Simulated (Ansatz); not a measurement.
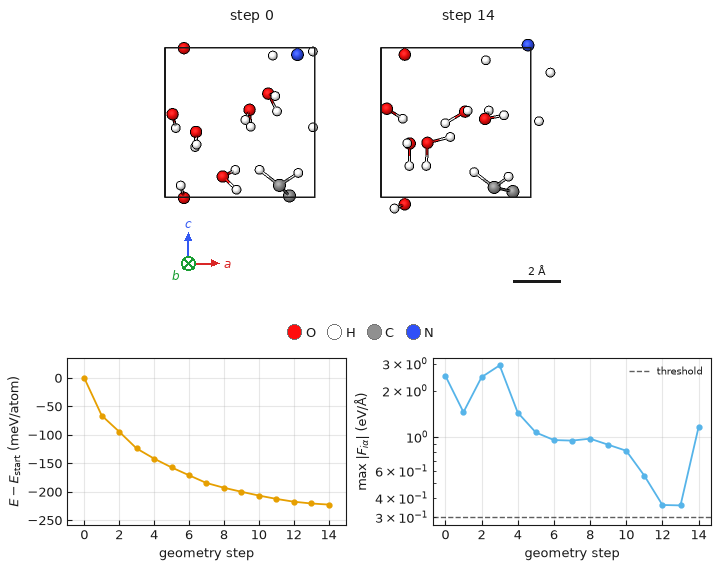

First and last geometry of a relaxation of an amorphous cell of composition H15C2NO6, with the history of the run. Style: ball-and-stick. Shown: the cell of the calculation, along the b axis.

The cell holds 6 H2O + 1 CH3CN. The run prepares the start of a later molecular dynamics calculation, from a guessed geometry.

All numbers below come from DFT PBEsol, scalar-relativistic, plane waves, PAW in Ansatz 0.2.0. Settings: plane-wave cutoff 420 eV; k-point mesh 1 × 1 × 1; occupations fermi dirac; smearing width 0.02 eV; no spin polarisation; atoms relaxed in a fixed cell; force threshold 0.3 eV/Å; at most 15 steps.

Did the run converge, and what did it change?

Answer. The relaxation stopped without meeting its thresholds, so the last structure isn't shown to be converged. It used up its limit of 15 steps. After 14 geometry steps the energy has fallen by 222 meV per atom. The largest force component goes from 2.5 to 1.2 eV/Å. An H atom moves most: 1.89 Å along [−1 1 1]. Largest moves by element: H 1.89 Å, O 1.62 Å, N 0.75 Å, C 0.37 Å. The cell doesn't change. Some distances before and after: H–O 0.969 → 1.018 Å, H–O 0.969 → 0.995 Å, C–C 1.461 → 1.442 Å, C–N 1.178 → 1.162 Å. Bond angles that change, for instance: H–O–H 104.0° → 108.5°, H–O–H 104.0° → 107.5°, H–O–H 104.0° → 100.7°. The run took 36 s on 1 thread of Arm Neoverse V1, on a shared host, peak memory 0.33 GiB.

Limits of the set-up: the periodic images lie only 6.4 Å apart, so the values are limited by the cell's size.
